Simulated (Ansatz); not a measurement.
Ta$_{4}$N$_{5}$

Input

```
crystal:
  lattice:
    - [-3.3012627997, 3.3012627997, 2.0684622074]
    - [3.3012627997, -3.3012627997, 2.0684622074]
    - [3.3012627997, 3.3012627997, -2.0684622074]
  atoms:
    - { symbol: Ta, position: [0.78607807, 0.604322059, 0.390400129] }
    - { symbol: Ta, position: [0.395677941, 0.78607807, 0.181756011] }
    - { symbol: Ta, position: [0.604322059, 0.21392193, 0.818243989] }
    - { symbol: Ta, position: [0.21392193, 0.395677941, 0.609599871] }
    - { symbol: "N", position: [0.5, 0.5, 0.0] }
    - { symbol: "N", position: [0.9092105834, 0.3006686184, 0.2098792018] }
    - { symbol: "N", position: [0.6993313816, 0.9092105834, 0.608541965] }
    - { symbol: "N", position: [0.3006686184, 0.0907894166, 0.391458035] }
    - { symbol: "N", position: [0.0907894166, 0.6993313816, 0.7901207982] }
basis:
  ecutwfc: 420
kpoints:
  mp_grid: { grid: [10, 10, 10] }
hamiltonian:
  xc: pbesol
scf:
  occupations: { method: gaussian, width: 0.1 }
output:
  forces: true
  stress: true
  eigenvalues: true
  write_density: true
  write_potential: true
  elf: true
  volumetric_format: npy
relax:
  adjacent_minimum: "off"
  f_tol: 0.01
  max_steps: 30
  cell: { stress_tol: 0.1, fix: [volume] }
```

Command:

```sh
ansatz run input.yaml --threads 2 --pin off --max-ram 5120MiB --backend cpu --events-out ev --progress --plain --runs-dir out
```

Below, planes, directions and counts refer to the conventional cell (a = 6.60 Å, b = 6.60 Å, c = 4.14 Å, α = 90.00°, β = 90.00°, γ = 90.00°).

The fields are those of the run's last geometry, not of the input's.

Space group I4/m; a structure from a database of computed crystals, not necessarily the ambient phase; changed on purpose from its base cell (volume × 0.91, shape and atoms relaxed); computed pressure about 36 GPa in this cell; computed without spin polarisation.

All numbers below come from Ansatz, DFT PBEsol, scalar-relativistic, plane waves, PAW.

Core electrons are frozen (PAW), and the valence fields are smoothed inside the atomic spheres.

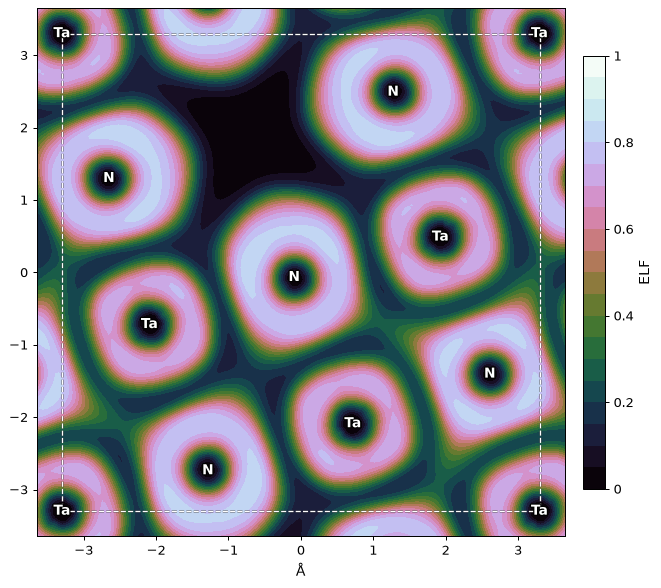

Figure 1. Electron localisation function on the (001) plane of the conventional cell.

Question: What does the map show?

Answer: The section cuts through Ta and N sites.
Ta–N (2.01 Å): the ELF peaks at about 0.80 in the valence shell of N, 0.6 Å from its nucleus, and drops to about 0.20 between the two atoms (no localised pair shows between them).
Ta–Ta (2.85 Å): the ELF is about 0.30 at the midpoint.
Ta–N (2.09 Å): the ELF peaks at about 0.80 in the valence shell of N, 0.6 Å from its nucleus, and drops to about 0.20 between the two atoms; no shared electron pair shows on this line.
Ta–N (2.18 Å): the ELF peaks at about 0.80 in the valence shell of N, 0.7 Å from its nucleus, and is about 0.20 at the midpoint; no localised pair shows between them.
Ta–Ta (3.13 Å): the ELF is about 0.20 at the midpoint: no shared electron pair shows on this line.
The features right at Ta lie inside the PAW spheres, where the map follows smoothed inner orbitals and isn't to be read closely.

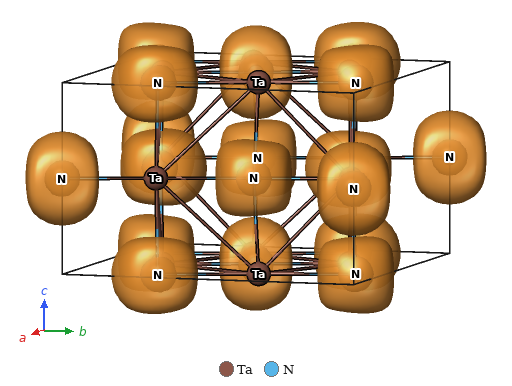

Figure 2. Isosurface of the ELF at 0.6 (orange), seen slightly off an axis. Core shells and regions of very low density are left out. Sticks mark near contacts.

Question: What do the ELF domains correspond to?

Answer: At this value the surface marks out ten regions wrapped around N (the valence shell of each), counted in one cell of 18 atoms. Any copies at cell faces, edges or corners count once.

Question: Does the calculation make it a metal, or give it a gap?

Answer: It is gapless in this calculation (a metal or semimetal); semilocal functionals without U, or without the true magnetic order, often close the gap of such compounds.
